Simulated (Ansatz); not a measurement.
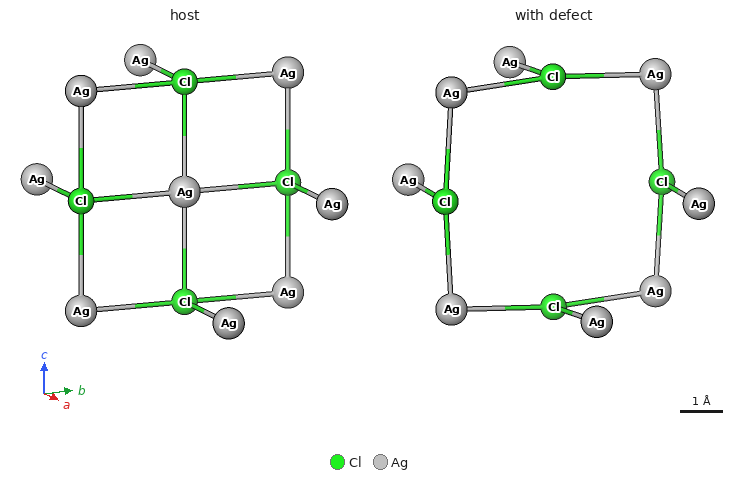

Left: perfect AgCl. Right: the same region with one point defect, after relaxing the atoms in a supercell of 64 sites. Style: ball-and-stick. Shown: the atoms within 4.6 Å of one point, in a slice 4.2 Å thick across the line of sight, slightly off an axis.

The calculation used Ansatz 0.2.0, DFT, PBEsol, PAW, plane waves. Set-up: plane-wave cutoff 420 eV; k-point mesh 1 × 1 × 1; mesh shifted by (0.25, 0.25, 0.25); no spin polarisation. Fermi-Dirac smearing of 0.01 eV. A uniform background neutralises the charged cell. The axes drawn are those of the host's conventional cell.

### What kind of defect was made?

A silver atom is taken out (a vacancy).

The charge state of the cell is −1.

### What does the relaxation do around it?

Around the empty Ag site the host had 6 Cl at 2.72 Å; after relaxation the nearest atoms are 6 Cl at 2.85 to 2.86 Å. Of the host's atoms, a chlorine atom moves furthest from its site, by 0.14 Å.

Limits of the set-up: the cell is charged, on a uniform background, and energies carry no finite-size correction.
